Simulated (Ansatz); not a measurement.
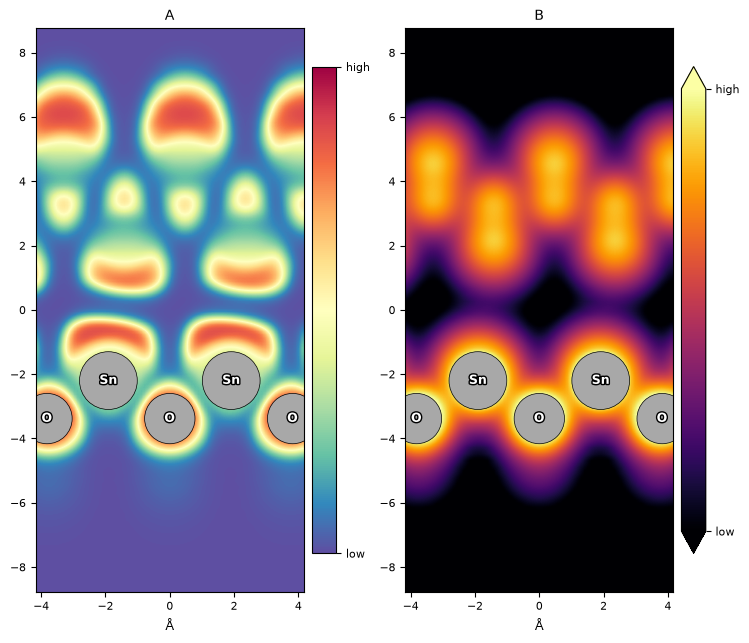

SnO (slab): 2 fields on the (010) plane of the calculation cell, a cut from vacuum to vacuum, with unlabelled colour scales. Grey discs cover the atomic cores.

A point of a scan over the structure, not its minimum; PAW files of the earlier set (soft_1).

The calculation used DFT PBE+D3(BJ), scalar-relativistic, plane waves, PAW in Ansatz 0.2.0.

**The panels show electron localisation function and valence pseudo-density in some order. Assign them.**

Panel A: electron localisation function. Panel B: valence pseudo-density. From the grid: Sn–O (2.25 Å): ρ is about 0.44 e/Å³ halfway; the ELF peaks at about 0.85 in the valence shell of O, 0.6 Å from its nucleus, and is about 0.20 at the midpoint; no localised pair shows between them.
